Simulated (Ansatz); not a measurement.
```
Zn Sn N
1.0
     3.10403    0.00000    0.00000
    -1.55201    2.68817    0.00000
     0.00000    0.00000   15.59702
Zn Sn N
3 3 6
Direct
  0.00000 0.00000 0.00000
  0.66667 0.33333 0.33333
  0.33333 0.66667 0.66667
  0.33333 0.66667 0.16667
  0.00000 0.00000 0.50000
  0.66667 0.33333 0.83333
  0.00000 0.00000 0.24671
  0.66667 0.33333 0.58005
  0.33333 0.66667 0.91338
  0.66667 0.33333 0.08662
  0.33333 0.66667 0.41995
  0.00000 0.00000 0.75329
```

Space group R-3m; started from the II-IV-N2 ordering on rocksalt lattice prototype, which need not be the ambient phase; changed on purpose from its base cell (epitaxial xy strain -2.0%); computed pressure about 13 GPa in this cell.

Level of theory: DFT, PBE, plane waves, PAW (Ansatz 0.2.0).

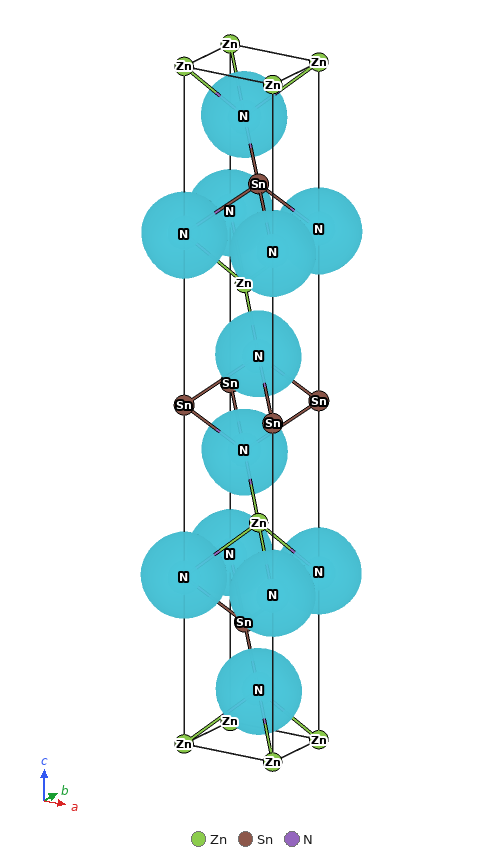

ZnSnN₂. Isosurface of the ELF at 0.6 (cyan), seen slightly off an axis. Core shells and regions of very low density are left out. Sticks mark near contacts.

Core electrons are frozen (PAW), and the valence fields are smoothed inside the atomic spheres.

**Where are the electrons localised?**

The ELF exceeds this value in six regions wrapped around N (the valence shell of each), counted in one cell of 12 atoms. Any copies at cell faces, edges or corners count once. Along the contacts the grid gives the following. Sn–N (2.18 Å): the ELF peaks at about 0.80 in the valence shell of N, 0.7 Å from its nucleus, and is about 0.30 at the midpoint. Zn–N (2.24 Å): the ELF peaks at about 0.80 in the valence shell of N, 0.7 Å from its nucleus, and is about 0.20 at the midpoint; no localised pair shows between them.

**Does the calculation give a band gap?**

It is gapped, with a Kohn–Sham gap of 0.99 eV on the k-point mesh, an upper bound to the gap of this method.
